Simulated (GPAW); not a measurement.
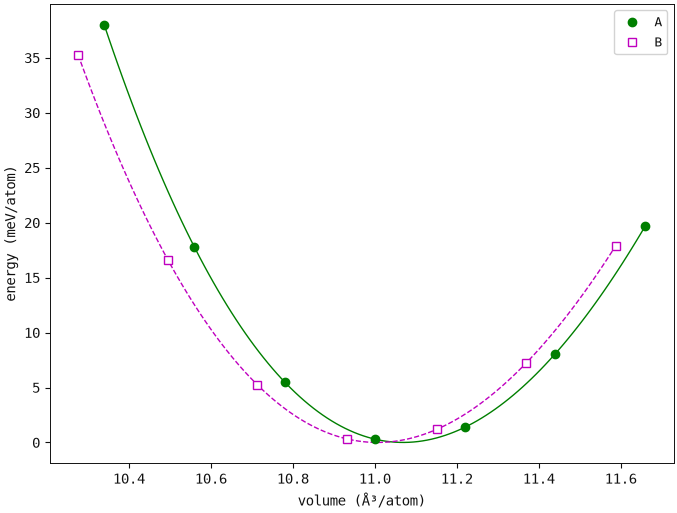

The figure compares two calculations of the energy against volume, each curve from its own zero. The first is for AlNi₃, space group Pm-3m (No. 221).

The cell holds 4 atoms.

Calculation (GPAW 26.7.0): PAW DFT in plane waves, on a grid or in atomic orbitals, collinear spins; energies at scaled volumes of the given cell, shape and fractions fixed, counted from the fit's minimum, third-order Birch-Murnaghan fit. Level: PBEsol, collinear spin.

- k mesh: 8×8×8
- occupations: Fermi–Dirac
- smearing width: 0.05 eV
- potentials: PAW data sets made by gpaw setup for the functional
- wave cutoff: 600 eV
- program settings: basis pw

In the second, Al is replaced by Ge on all its sites, which gives Ni₃Ge in the same structure.

Question: Which of A and B is the second calculation, and what did the change do?

Answer: A. The equilibrium volume rises from 11.01 to 11.07 Å³/atom (+0.5 %) and the bulk modulus rises from 205 to 222 GPa (+8.3 %).

For both, limits of the calculation: nickel data set pressure off other codes.

V0 and the bulk modulus come from third-order Birch–Murnaghan fits.
